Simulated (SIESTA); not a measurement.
**A series of single points on BaTiO3**

System: BaTiO3 (P4mm, 5 atoms in the cell).
Method: Kohn-Sham DFT of a periodic cell, PBE, PseudoDojo 0.4 standard, converted to PSML, no spin polarisation (SIESTA 5.4.2).

The 7 runs differ only in the geometry, by an even scaling of the cell at fixed fractional positions. The structure derives from an entry of the Crystallography Open Database.

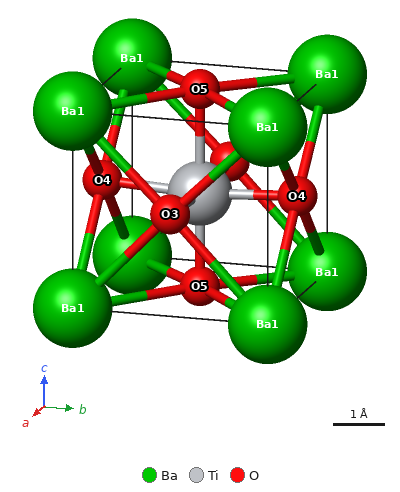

Figure 1. The structure of run 4 (ball-and-stick view of the cell of the calculation, seen slightly off an axis; atoms are numbered from 1 in the order of the input). An atom can appear more than once, as a periodic image.

### Input of run 4
```
SystemName                      BaTiO3
SystemLabel                     BaTiO3
NumberOfSpecies                 3
NumberOfAtoms                   5
%block ChemicalSpeciesLabel
  1  56 Ba
  2  22 Ti
  3   8 O
%endblock ChemicalSpeciesLabel

LatticeConstant                 1.0 Ang
%block LatticeVectors
     3.9998000000     0.0000000000     0.0000000000
     0.0000000000     3.9998000000     0.0000000000
     0.0000000000     0.0000000000     4.0180000000
%endblock LatticeVectors
AtomicCoordinatesFormat         Fractional
%block AtomicCoordinatesAndAtomicSpecies
     0.0000000000     0.0000000000     0.0000000000  1  Ba
     0.5000000000     0.5000000000     0.4900000000  2  Ti
     0.0000000000     0.5000000000     0.5170000000  3  O
     0.5000000000     0.0000000000     0.5170000000  3  O
     0.5000000000     0.5000000000     0.0190000000  3  O
%endblock AtomicCoordinatesAndAtomicSpecies

%block kgrid.MonkhorstPack
    7   0   0  0.0
    0   7   0  0.0
    0   0   7  0.0
%endblock kgrid.MonkhorstPack
XC.Functional                   GGA
XC.Authors                      PBE
PAO.BasisSize                   DZP
PAO.EnergyShift                 0.003 Ry
Mesh.Cutoff                     800 Ry
OccupationFunction              FD
ElectronicTemperature           0.05 eV
MaxSCFIterations                120
SCF.MustConverge                false
SCF.Mixer.Method                Pulay
SCF.Mixer.Weight                0.25
SCF.Mixer.History               8
SCF.DM.Tolerance                5.0e-05
SCF.H.Tolerance                 1.0e-03 eV
WriteForces                     true
Charge.Mulliken                 end
Charge.Hirshfeld                end
Charge.Voronoi                  end
SaveRho                         true
SaveElectrostaticPotential      true
%block PAO.Basis
  Ba 5
  n=5 0 2
    4.395 0.000
  n=6 0 2
    9.500 0.000
  n=5 1 2
    5.243 0.000
  n=6 1 1
    9.500
  n=5 2 1
    7.000
  Ti 5
  n=3 0 2
    3.144 0.000
  n=4 0 2
    8.756 0.000
  n=3 1 2
    3.568 0.000
  n=4 1 1
    8.756
  n=3 2 2
    6.267 0.000
%endblock PAO.Basis
```

Command:
```bash
siesta BaTiO3.fdf > BaTiO3.out 2>&1
```

Run 3 has the same physical settings and fractional positions; its lattice vectors (Å) are:
```
   3.972955    0.000000    0.000000
   0.000000    3.972955    0.000000
   0.000000    0.000000    3.991033
```

### Results, with one run withheld

| run | volume per atom (Å³) | free energy per atom, from the lowest run given (meV) | pressure (GPa) | gap on the mesh (eV) |
| --- | --- | --- | --- | --- |
| 1 | 12.085 | 55.97 | 17.48 | 1.93 |
| 2 | 12.342 | 31.83 | 12.71 | 1.89 |
| 3 | 12.599 | ? | ? | ? |
| 4 | 12.856 | 4.57 | 4.58 | 1.81 |
| 5 | 13.113 | 0.00 | 1.17 | 1.77 |
| 6 | 13.371 | 0.64 | −1.90 | 1.73 |
| 7 | 13.628 | 5.99 | −4.68 | 1.69 |

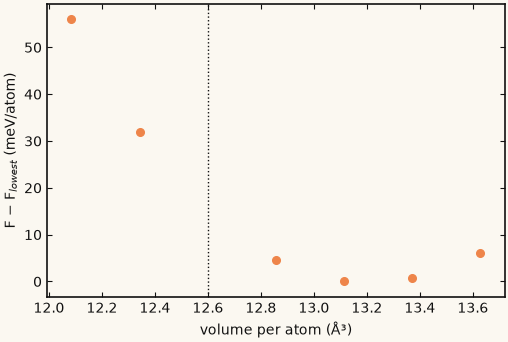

Figure 2. Free energy per atom of the runs given; the dotted line marks run 3.

Fit the runs given and predict run 3.

A cubic polynomial in V^(−2/3) (the Birch–Murnaghan form), fitted to the 6 runs given, misses them by at most 0.01 meV per atom. With x = V^(−2/3) − 0.18199 Å⁻², it reads F = 3.8925 + 2819.2 x + 4.7131e+05 x² + 7.8795e+05 x³ (meV per atom). At run 3 it gives 14.95 meV per atom, and the run itself gives 14.95. The slope of the fit gives a pressure −dF/dV of 8.43 GPa there, and the run prints 8.42 GPa. The fit has its minimum at 13.207 Å³ per atom, where V d²F/dV² gives 160 GPa. Cell shape and fractional positions are held, so this is the stiffness under even scaling; the relaxed bulk modulus wasn't computed. The gap on the mesh goes, without turning, from 1.93 eV in run 1 to 1.69 eV in run 7; run 3 has 1.85 eV. These are gaps of this functional on this mesh, which can miss the band edges; they aren't the measured gap.

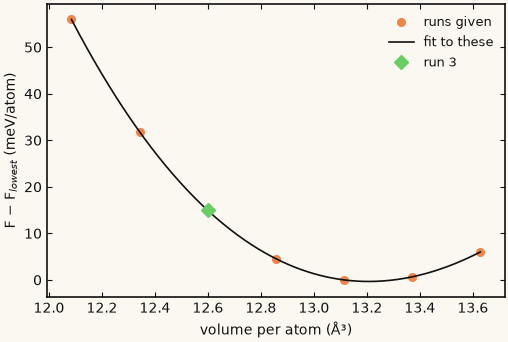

Figure 3. The fit and the withheld run.

### Some lines of the output (run 3)
```
[...]
outcell: Cell volume (Ang**3)        :     62.9959
stepf: Fermi-Dirac step function
siesta: Etot    =     -3722.995370
siesta: FreeEng =     -3722.995370
        iscf     Eharris(eV)        E_KS(eV)     FreeEng(eV)     dDmax    Ef(eV) dHmax(eV)
siesta: E_KS(eV) =            -3737.3885
siesta: E_KS - E_eggbox =     -3737.3885
siesta: Etot    =     -3737.388548
siesta: FreeEng =     -3737.388548
siesta:         Fermi =      -8.227297
siesta: Cell volume =         62.995940 Ang**3
    Orbital volume contribution        =           4.497394 eV
```

Notes: Points of doubt noted for this run: mulliken charges of long orbitals. With a small basis of atomic orbitals these values can differ much from converged plane-wave results.
